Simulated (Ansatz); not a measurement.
Single-point calculation of Ga32P32

Ga32P32 (F-43m, 64 atoms in the cell), computed with DFT, r2SCAN, PAW, plane waves (Ansatz 0.2.0).

The structure was built on a prototype by a generator.

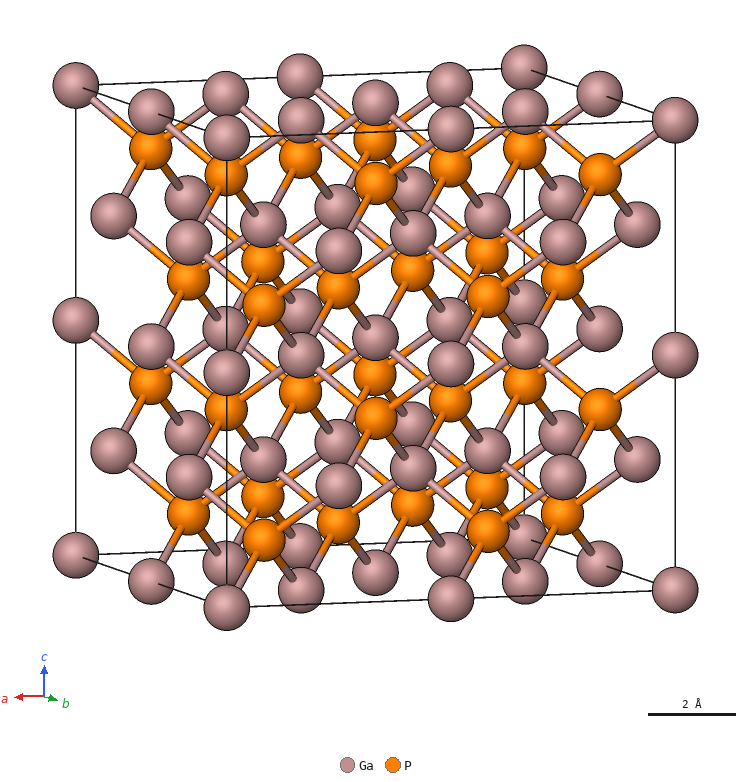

**Figure 1.** The structure (ball-and-stick view of the cell of the calculation, seen at an oblique angle). Near neighbours in the crystal (not all of them lie inside the picture): Ga has 4 P at 2.36 Å; P has 4 Ga at 2.36 Å.

### Results in brief

| quantity | value |
| --- | --- |
| outcome | converged |
| space group (tolerance 0.01 Å) | F-43m (216) |
| electrons treated | 576 |
| free energy | −145610.8090 eV |
| Fermi energy | 7.907 eV |
| largest force (length of the vector) | under 0.001 eV/Å |
| hardware | 8 CPU threads, shared host |
| wall time | 6.6 s (CPU time 17 s) |
| peak memory | 3.4 GiB |

### Remarks

The k-point mesh is coarse for a cell of this size, so the results may not be converged.

### Input file
```yaml
crystal:
  lattice:
    - [10.893032, 0.000000, 0.000000]
    - [0.000000, 10.893032, 0.000000]
    - [0.000000, 0.000000, 10.893032]
  atoms:
    - { symbol: Ga, position: [0.000000, 0.000000, 0.000000] }
    - { symbol: Ga, position: [0.000000, 0.000000, 0.500000] }
    - { symbol: Ga, position: [0.000000, 0.500000, 0.000000] }
    - { symbol: Ga, position: [0.000000, 0.500000, 0.500000] }
    - { symbol: Ga, position: [0.500000, 0.000000, 0.000000] }
    - { symbol: Ga, position: [0.500000, 0.000000, 0.500000] }
    - { symbol: Ga, position: [0.500000, 0.500000, 0.000000] }
    - { symbol: Ga, position: [0.500000, 0.500000, 0.500000] }
    - { symbol: Ga, position: [0.250000, 0.250000, 0.000000] }
    - { symbol: Ga, position: [0.250000, 0.250000, 0.500000] }
    - { symbol: Ga, position: [0.250000, 0.750000, 0.000000] }
    - { symbol: Ga, position: [0.250000, 0.750000, 0.500000] }
    - { symbol: Ga, position: [0.750000, 0.250000, 0.000000] }
    - { symbol: Ga, position: [0.750000, 0.250000, 0.500000] }
    - { symbol: Ga, position: [0.750000, 0.750000, 0.000000] }
    - { symbol: Ga, position: [0.750000, 0.750000, 0.500000] }
    - { symbol: Ga, position: [0.250000, 0.000000, 0.250000] }
    - { symbol: Ga, position: [0.250000, 0.000000, 0.750000] }
    - { symbol: Ga, position: [0.250000, 0.500000, 0.250000] }
    - { symbol: Ga, position: [0.250000, 0.500000, 0.750000] }
    - { symbol: Ga, position: [0.750000, 0.000000, 0.250000] }
    - { symbol: Ga, position: [0.750000, 0.000000, 0.750000] }
    - { symbol: Ga, position: [0.750000, 0.500000, 0.250000] }
    - { symbol: Ga, position: [0.750000, 0.500000, 0.750000] }
    - { symbol: Ga, position: [0.000000, 0.250000, 0.250000] }
    - { symbol: Ga, position: [0.000000, 0.250000, 0.750000] }
    - { symbol: Ga, position: [0.000000, 0.750000, 0.250000] }
    - { symbol: Ga, position: [0.000000, 0.750000, 0.750000] }
    - { symbol: Ga, position: [0.500000, 0.250000, 0.250000] }
    - { symbol: Ga, position: [0.500000, 0.250000, 0.750000] }
    - { symbol: Ga, position: [0.500000, 0.750000, 0.250000] }
    - { symbol: Ga, position: [0.500000, 0.750000, 0.750000] }
    - { symbol: P, position: [0.125000, 0.125000, 0.125000] }
    - { symbol: P, position: [0.125000, 0.125000, 0.625000] }
    - { symbol: P, position: [0.125000, 0.625000, 0.125000] }
    - { symbol: P, position: [0.125000, 0.625000, 0.625000] }
    - { symbol: P, position: [0.625000, 0.125000, 0.125000] }
    - { symbol: P, position: [0.625000, 0.125000, 0.625000] }
    - { symbol: P, position: [0.625000, 0.625000, 0.125000] }
    - { symbol: P, position: [0.625000, 0.625000, 0.625000] }
    - { symbol: P, position: [0.375000, 0.375000, 0.125000] }
    - { symbol: P, position: [0.375000, 0.375000, 0.625000] }
    - { symbol: P, position: [0.375000, 0.875000, 0.125000] }
    - { symbol: P, position: [0.375000, 0.875000, 0.625000] }
    - { symbol: P, position: [0.875000, 0.375000, 0.125000] }
    - { symbol: P, position: [0.875000, 0.375000, 0.625000] }
    - { symbol: P, position: [0.875000, 0.875000, 0.125000] }
    - { symbol: P, position: [0.875000, 0.875000, 0.625000] }
    - { symbol: P, position: [0.375000, 0.125000, 0.375000] }
    - { symbol: P, position: [0.375000, 0.125000, 0.875000] }
    - { symbol: P, position: [0.375000, 0.625000, 0.375000] }
    - { symbol: P, position: [0.375000, 0.625000, 0.875000] }
    - { symbol: P, position: [0.875000, 0.125000, 0.375000] }
    - { symbol: P, position: [0.875000, 0.125000, 0.875000] }
    - { symbol: P, position: [0.875000, 0.625000, 0.375000] }
    - { symbol: P, position: [0.875000, 0.625000, 0.875000] }
    - { symbol: P, position: [0.125000, 0.375000, 0.375000] }
    - { symbol: P, position: [0.125000, 0.375000, 0.875000] }
    - { symbol: P, position: [0.125000, 0.875000, 0.375000] }
    - { symbol: P, position: [0.125000, 0.875000, 0.875000] }
    - { symbol: P, position: [0.625000, 0.375000, 0.375000] }
    - { symbol: P, position: [0.625000, 0.375000, 0.875000] }
    - { symbol: P, position: [0.625000, 0.875000, 0.375000] }
    - { symbol: P, position: [0.625000, 0.875000, 0.875000] }
kpoints:
  mp_grid: { grid: [1, 1, 1] }
hamiltonian:
  xc: r2scan
scf:
  occupations: { method: fermi_dirac, width: 0.01 }
output:
  forces: true
  eigenvalues: true
  populations: true
  eigenstates: { kpoints: [[0, 0, 0]], e_range: [-6.0, 6.0], localisation: true }
```

### What the program printed
```
Pseudopotentials: kind: paw
Functional definition: r2SCAN
  parameter k0 = 0.174
  parameter k1 = 0.065
  parameter a1 = 4.9479
  exchange = r2scan_x(k0 = k0, k1 = k1, a1 = a1)
  correlation = r2scan_c
Crystal: 64 atoms, lattice volume = 1292.547 Å³
Basis set: ecut = 500 eV, 32795 PW (Γ), exchange–correlation on 320×320×320 points (64 copies of the dense FFT grid, shifted against one another)
Bands: 352, of which v1, the nominal top of the filled ones, is band 288 counted from 1 (287 counted from 0)
Symmetry: 768 space group operations
Space group: F-43m (ITA 216), of the structure as read, at distance tolerance 1.1e-4 Å
k-points: 1
Non-local potential: Ga, projectors of the file, l = 0: 2, l = 1: 2, l = 2: 3, l = 3: 1
Non-local potential: P, projectors of the file, l = 0: 2, l = 1: 2, l = 2: 2
PAW form: soft (Blöchl's): semilocal exchange-correlation on the pseudo side does not see the compensation charge
PAW frozen core: Ga, regenerated for the run's functional (the file was generated under x = pbe(κ = 0.804, μ = 0.2195149727645171), c = pbe(β = 0.06672455060314922))
PAW frozen core: P, regenerated for the run's functional (the file was generated under x = pbe(κ = 0.804, μ = 0.2195149727645171), c = pbe(β = 0.06672455060314922))
PAW one-centre angular grid: Ga, 590 points (default); XC on 160 Gauss nodes
PAW one-centre angular grid: P, 302 points (default); XC on 160 Gauss nodes
Initial density: superposition of atomic densities (neutral atoms: chi_scale 0, normalization atom), corrected by the library's trained network
Initial wavefunctions: pseudopotential atomic-orbital guess
Functional: x = r2scan, c = r2scan; τ floored in thin density (d = 2e-4 eV/Å³)
SCF iter   1: F=—  HF=-145610.362622 eV  |F-HF|=—  |Δ(HF+E_count)|=         —  Δρ=9.12e-3  dr2=4.63e-1  dr2_τ=2.71e-1  ethr=1.77e-3  ⟨swp⟩=8.0  Hψ=1382  notcnv=0  defer=13
preconditioner: auto → Resta (q_TF=auto, 2.384 Å⁻¹)  ε∞=3.8  [insulator: Δε(μ)=1.841 eV  Ē_g=14.793 eV  σ=0.010 eV  W_gap=1.00  n_scr=304 (ndim 8)  ℏωp=24.8 eV  f_vac=0.012  D(μ)=0.00/eV (n_scr^D=0)  ε∞_Penn≈3.8]
SCF iter   2: F=—  HF=-145610.806706 eV  |F-HF|=—  |Δ(HF+E_count)|=   4.44e-1  Δρ=2.86e-3  dr2=5.78e-2  dr2_τ=2.22e-3  ethr=8.03e-5  ⟨swp⟩=3.0  Hψ=713  notcnv=0  defer=54
SCF iter   3: F=—  HF=-145610.803008 eV  |F-HF|=—  |Δ(HF+E_count)|=   3.70e-3  Δρ=2.37e-3  dr2=3.05e-2  dr2_τ=2.28e-4  ethr=1.00e-5  ⟨swp⟩=2.0  Hψ=596  notcnv=0  defer=54
SCF iter   4: F=—  HF=-145610.810687 eV  |F-HF|=—  |Δ(HF+E_count)|=   7.68e-3  Δρ=2.18e-4  dr2=4.38e-4  dr2_τ=2.19e-5  ethr=5.30e-6  ⟨swp⟩=3.0  Hψ=436  notcnv=0  defer=54
SCF iter   5: F=—  HF=-145610.808451 eV  |F-HF|=—  |Δ(HF+E_count)|=   2.24e-3  Δρ=5.91e-5  dr2=3.19e-5  dr2_τ=2.67e-6  ethr=7.60e-8  ⟨swp⟩=2.0  Hψ=426  notcnv=0  defer=54
SCF iter   6: F=—  HF=-145610.809041 eV  |F-HF|=—  |Δ(HF+E_count)|=   5.90e-4  Δρ=1.16e-5  dr2=1.78e-6  dr2_τ=3.44e-8  ethr=5.53e-9  ⟨swp⟩=2.0  Hψ=586  notcnv=0  defer=54
SCF iter   7: F=-145610.809042 eV  HF=-145610.809042 eV  |F-HF|=7.28e-10  |Δ(HF+E_count)|=   1.03e-6  Δρ=2.05e-6  dr2=6.70e-8  dr2_τ=2.67e-9  ethr=1.74e-11  ⟨swp⟩=16.0  Hψ=2228  notcnv=0
SCF 1 converged in 7 iterations: F = -145610.809042 eV  dr2 = 6.70e-8
  greatest PAW one-centre occupation: 0.993 electrons in one spin orbital (limit 2), on the Ga atom at site 31 (counted from 0), in its partial waves of l = 2
NSCF: frozen V_eff on 1 k-points
SCF converged after 7 iterations
Free energy (F): -145610.809042 eV
Harris-Foulkes:  -145610.809042 eV  (|F-HF|=7.28e-10)
Internal energy: -145610.809042 eV  (E = F + TS)
E sigma→0 (E₀):  -145610.809042 eV
Fermi energy:    7.906946 eV
--- Per-component energies (eV) ---
  E_band       = -2138.912812
  E_kinetic    = 5952.902830
  E_local      = -70462.741290  (includes V_loc(G=0)·N_el)
  E_nonlocal   = 14743.997869
  E_hartree    = 32655.296914
  E_xc         = -3874.013641
  E_vxc        = -3996.927442  (∫ρ·V_xc dr)
  E_paw        = -82567.081199  (= ΣΔE_a)
  E_vpaw       = -13878.428449  (= ΣTr[D̂ρ^β])
  E_aug_tail   = -0.001721  (compensation charges beyond the density's cutoff)
  E_vtau       = 191.704059  (kinetic-family band-sum trace: ∫τ·v_τ [+ j·A + Jᵃ·Aᵃ] dr)
  E_ewald      = -42035.363620
  E_core_change = -23.805185  (= ΣΔE_core)
  E_smearing   = -0.000000  (= −TS)
  E_closure    = -0.000000  (closes the sum)
  Σ components = -145610.809042   (vs F -145610.809042, Δ=0.00e0)
--- Forces (eV/Å), atoms counted from 1 ---
  atom   1  Ga    -0.00000000    -0.00000000    -0.00000000
  atom   2  Ga    -0.00000000    -0.00000000    -0.00000000
  atom   3  Ga    -0.00000000     0.00000000     0.00000000
  atom   4  Ga    -0.00000000     0.00000000     0.00000000
  atom   5  Ga    -0.00000000    -0.00000000    -0.00000000
  atom   6  Ga    -0.00000000    -0.00000000    -0.00000000
  atom   7  Ga    -0.00000000    -0.00000000    -0.00000000
  atom   8  Ga    -0.00000000    -0.00000000     0.00000000
  atom   9  Ga    -0.00000000     0.00000000     0.00000000
  atom  10  Ga    -0.00000000     0.00000000    -0.00000000
  atom  11  Ga    -0.00000000     0.00000000    -0.00000000
  atom  12  Ga    -0.00000000     0.00000000    -0.00000000
  atom  13  Ga    -0.00000000     0.00000000     0.00000000
  atom  14  Ga    -0.00000000     0.00000000     0.00000000
  atom  15  Ga    -0.00000000    -0.00000000     0.00000000
  atom  16  Ga    -0.00000000     0.00000000     0.00000000
  atom  17  Ga    -0.00000000     0.00000000    -0.00000000
  atom  18  Ga    -0.00000000     0.00000000     0.00000000
  atom  19  Ga    -0.00000000     0.00000000    -0.00000000
  atom  20  Ga    -0.00000000     0.00000000    -0.00000000
  atom  21  Ga    -0.00000000     0.00000000     0.00000000
  atom  22  Ga    -0.00000000     0.00000000     0.00000000
  atom  23  Ga    -0.00000000     0.00000000     0.00000000
  atom  24  Ga    -0.00000000     0.00000000     0.00000000
  atom  25  Ga    -0.00000000    -0.00000000    -0.00000000
  atom  26  Ga    -0.00000000     0.00000000     0.00000000
  atom  27  Ga    -0.00000000     0.00000000    -0.00000000
  atom  28  Ga    -0.00000000     0.00000000     0.00000000
  atom  29  Ga    -0.00000000    -0.00000000    -0.00000000
  atom  30  Ga    -0.00000000    -0.00000000    -0.00000000
  atom  31  Ga    -0.00000000    -0.00000000     0.00000000
  atom  32  Ga    -0.00000000    -0.00000000     0.00000000
  atom  33  P      0.00000000     0.00000000    -0.00000000
  atom  34  P      0.00000000    -0.00000000    -0.00000000
  atom  35  P      0.00000000    -0.00000000     0.00000000
  atom  36  P      0.00000000     0.00000000     0.00000000
  atom  37  P      0.00000000     0.00000000    -0.00000000
  atom  38  P      0.00000000    -0.00000000    -0.00000000
  atom  39  P      0.00000000     0.00000000     0.00000000
  atom  40  P      0.00000000     0.00000000    -0.00000000
  atom  41  P      0.00000000     0.00000000     0.00000000
  atom  42  P      0.00000000    -0.00000000    -0.00000000
  atom  43  P      0.00000000     0.00000000    -0.00000000
  atom  44  P      0.00000000     0.00000000     0.00000000
  atom  45  P      0.00000000     0.00000000    -0.00000000
  atom  46  P      0.00000000     0.00000000    -0.00000000
  atom  47  P      0.00000000     0.00000000     0.00000000
  atom  48  P      0.00000000     0.00000000     0.00000000
  atom  49  P      0.00000000     0.00000000    -0.00000000
  atom  50  P      0.00000000     0.00000000     0.00000000
  atom  51  P      0.00000000     0.00000000     0.00000000
  atom  52  P      0.00000000     0.00000000     0.00000000
  atom  53  P      0.00000000     0.00000000    -0.00000000
  atom  54  P      0.00000000    -0.00000000    -0.00000000
  atom  55  P      0.00000000     0.00000000    -0.00000000
  atom  56  P      0.00000000     0.00000000    -0.00000000
  atom  57  P      0.00000000     0.00000000    -0.00000000
  atom  58  P      0.00000000     0.00000000    -0.00000000
  atom  59  P      0.00000000     0.00000000     0.00000000
  atom  60  P      0.00000000     0.00000000    -0.00000000
  atom  61  P      0.00000000     0.00000000     0.00000000
  atom  62  P      0.00000000     0.00000000    -0.00000000
  atom  63  P      0.00000000     0.00000000     0.00000000
  atom  64  P      0.00000000     0.00000000     0.00000000
  max |Σ_I F_I| component: 4.36e-24 eV/Å
--- Band table (eV) ---
  k-point 0: bands = ["-8.2000", "-8.2000", "-8.2000", "-8.1808", "-8.1808", "-8.1808", "-8.1808", "-8.1808", "-8.1808", "-8.1619", ... 142 levels left out ..., "-7.9459", "-7.9459", "-7.9459", "-7.9459", "-7.9459", "-7.9343", "-7.9343", "-7.9343", "-6.0752", "-4.9819", "-4.9819", "-4.9819", "-4.9819", "-4.9819", "-4.9819", "-4.0977", "-4.0977", "-4.0977", "-4.0977", "-4.0977", "-4.0977", "-4.0977", "-4.0977", "-4.0977", "-4.0977", "-4.0977", "-4.0977", "-3.9019", "-3.9019",
      "-3.9019", "-3.9019", "-2.9585", "-2.9585", "-2.9585", "-2.8621", "-2.8621", "-2.8621", "-2.8621", "-2.8621", "-2.8621", "-0.0173", "-0.0173", "-0.0173", "0.0918", "0.0918", "0.0918", "0.0918", "0.2028", "0.2028", "0.2028", "0.2028", "0.2028", "0.2028", "1.3924", "1.3924", "1.3924", "1.3924", "1.3924", "1.3924", "1.3924", "1.3924", "1.3924", "1.3924", "1.3924", "1.3924", "3.2321", "3.2321", "3.2321", "3.2321",
      "3.2321", "3.2321", "3.2359", "3.2359", "3.2359", "3.2359", "3.2359", "3.2359", "3.4025", "3.4025", "3.4025", "3.4025", "3.4025", "3.4025", "3.4378", "3.4378", "3.4378", "3.4378", "3.4378", "3.4378", "3.4378", "3.4378", "3.4378", "3.4378", "3.4378", "3.4378", "4.1499", "4.1499", "4.1499", "4.1499", "4.1499", "4.1499", "5.2032", "5.2032", "5.2032", "5.2032", "5.2032", "5.2032", "5.2032", "5.2032",
      "5.2032", "5.2032", "5.2032", "5.2032", "5.7051", "5.7051", "5.7051", "5.7051", "5.7051", "5.7051", "5.7051", "5.7051", "5.7051", "5.7051", "5.7051", "5.7051", "5.7919", "5.7919", "5.7919", "5.7919", "5.7919", "5.7919", "5.7919", "5.7919", "6.9708", "6.9708", "6.9708", "8.8431", "8.8431", "8.8431", "9.0036", "9.0036", "9.0036", "9.0036", "9.0365", "9.0365", "9.0365", "9.3494", "9.3891", "9.3891",
      "9.3891", "9.3891", "9.3891", "9.3891", "10.4728", "10.4728", "10.4728", "10.4728", "10.4728", "10.4728", "10.4728", "10.4728", "10.4728", "10.4728", "10.4728", "10.4728", "11.0689", "11.0689", "11.0689", "11.0689", "11.0689", "11.0689", "11.1194", "11.1194", "11.1194", "11.9814", "11.9814", "11.9814", "11.9814", "11.9814", "11.9814", "11.9814", "11.9814", "11.9817", "11.9817", "11.9817", "11.9817", "11.9817", "11.9817", "12.2652",
      "12.2652", "12.2652", "12.2652", "12.2652", "12.2652", "13.1009", "13.1009", "13.1009", "13.1009", "13.1009", "13.1009"]
--- Löwdin populations: 64 sites ---
  site symbol       q [e]
     0     Ga     12.9099
     1     Ga     12.9099
     2     Ga     12.9099
     3     Ga     12.9099
     4     Ga     12.9099
     5     Ga     12.9099
     6     Ga     12.9099
     7     Ga     12.9099
     8     Ga     12.9099
     9     Ga     12.9099
    10     Ga     12.9099
    11     Ga     12.9099
    12     Ga     12.9099
    13     Ga     12.9099
    14     Ga     12.9099
    15     Ga     12.9099
    16     Ga     12.9099
    17     Ga     12.9099
    18     Ga     12.9099
    19     Ga     12.9099
    20     Ga     12.9099
    21     Ga     12.9099
    22     Ga     12.9099
    23     Ga     12.9099
    24     Ga     12.9099
    25     Ga     12.9099
    26     Ga     12.9099
    27     Ga     12.9099
    28     Ga     12.9099
    29     Ga     12.9099
    30     Ga     12.9099
    31     Ga     12.9099
    32      P      5.0383
    33      P      5.0383
    34      P      5.0383
    35      P      5.0383
    36      P      5.0383
    37      P      5.0383
    38      P      5.0383
    39      P      5.0383
    40      P      5.0383
    41      P      5.0383
    42      P      5.0383
    43      P      5.0383
    44      P      5.0383
    45      P      5.0383
    46      P      5.0383
    47      P      5.0383
    48      P      5.0383
    49      P      5.0383
    50      P      5.0383
    51      P      5.0383
    52      P      5.0383
    53      P      5.0383
    54      P      5.0383
    55      P      5.0383
    56      P      5.0383
    57      P      5.0383
    58      P      5.0383
    59      P      5.0383
    60      P      5.0383
    61      P      5.0383
    62      P      5.0383
    63      P      5.0383
  spilling = 0.002880 (of n_electrons = 576.000000)
```
